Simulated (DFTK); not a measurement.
```
CELL_PARAMETERS angstrom
4.69900 0.00000 0.00000
0.00000 4.69900 0.00000
0.00000 0.00000 4.69900
ATOMIC_POSITIONS crystal
Cd 0.00000 0.00000 0.00000
Cd 0.50000 0.50000 0.00000
Cd 0.50000 0.00000 0.50000
Cd 0.00000 0.50000 0.50000
O 0.50000 0.00000 0.00000
O 0.00000 0.50000 0.00000
O 0.00000 0.00000 0.50000
O 0.50000 0.50000 0.50000
```

Space group Fm-3m.

Computed with Kohn-Sham DFT of a periodic cell, TB-mBJ, sg15-PBE-1.2 (DFTK 0.8.2).

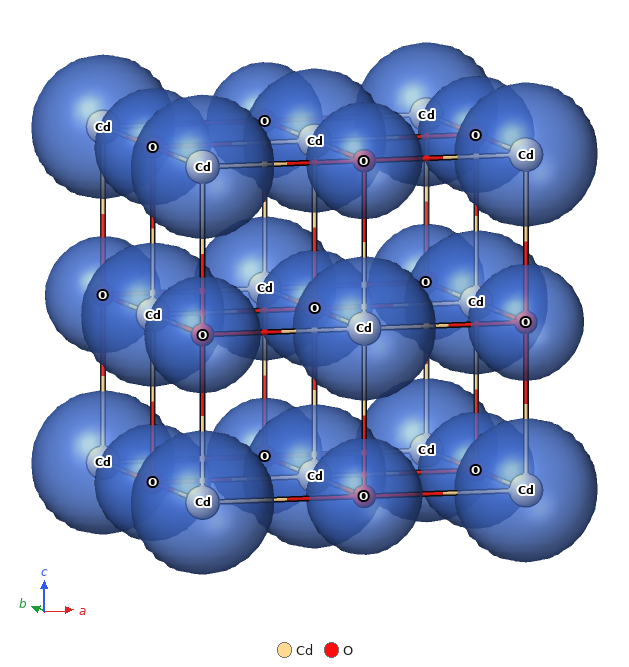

CdO. Isosurface of the valence charge density (pseudo) at 0.8 e/Å³ (blue), seen slightly off an axis. Sticks mark near contacts.

The density is the valence pseudo-density of a pseudopotential calculation; it isn't the true density close to the nuclei.

Question: What does this surface tell about the bonding?

Answer: At this value the density breaks into separate islands; it holds about 80 % of the electrons treated as valence. It bridges none of the near contacts. It is pinched off along the shortest Cd–O (2.35 Å) contacts. On the grid the lowest density along these lines, outside the cores, is 0.36 e/Å³ (Cd–O, 2.35 Å).
